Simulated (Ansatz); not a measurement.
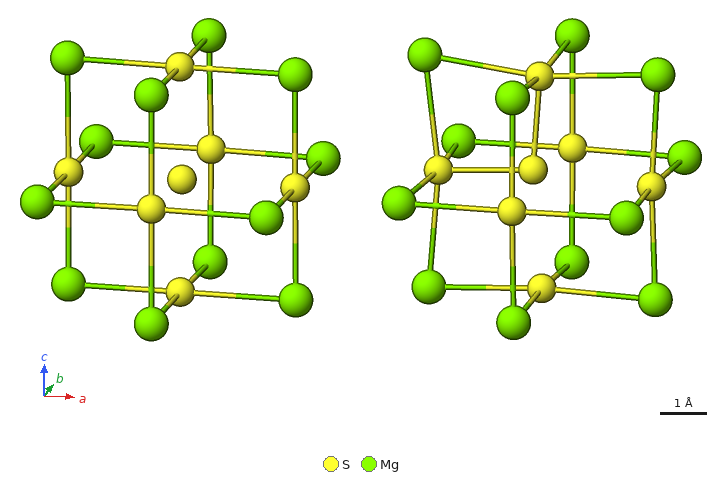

Two geometries of a defect cell of composition S33Mg31 (cell charge +1), drawn at one scale. One is the start of a relaxation, the other its converged end. Style: ball-and-stick. Shown: the atoms within 4.2 Å of the atom that moves most (axes of the cell of the calculation (origin shifted)), from a free direction.

The calculation used DFT, PBEsol, PAW, plane waves in Ansatz. Set-up: plane-wave cutoff 420 eV; k-point mesh 1 × 1 × 1; mesh shifted by (0.25, 0.25, 0.25); collinear spin; atoms relaxed in a fixed cell; force threshold 0.03 eV/Å; at most 80 steps.

Q: Which geometry has the lower energy?

A: The right one is the relaxed one. The energy falls by 0.783 eV per cell of the calculation in 8 geometry steps. The largest force component goes from 0.79 to 0.0068 eV/Å. An S atom moves most: 0.31 Å along [−1 0 1]. By element the largest moves are S 0.31 Å, Mg 0.19 Å. The cell doesn't change. Among the contacts that change: S–S 2.577 → 2.156 Å, Mg–S 2.549 → 2.690 Å, Mg–S 2.536 → 2.660 Å, Mg–S 2.576 → 2.684 Å. The run took 7.1 s on 1 × NVIDIA GB200 with 8 threads of Arm Neoverse-V2, peak memory 1.9 GiB.

Limits of the set-up: the cell is charged, on a uniform background, and energies carry no finite-size correction.
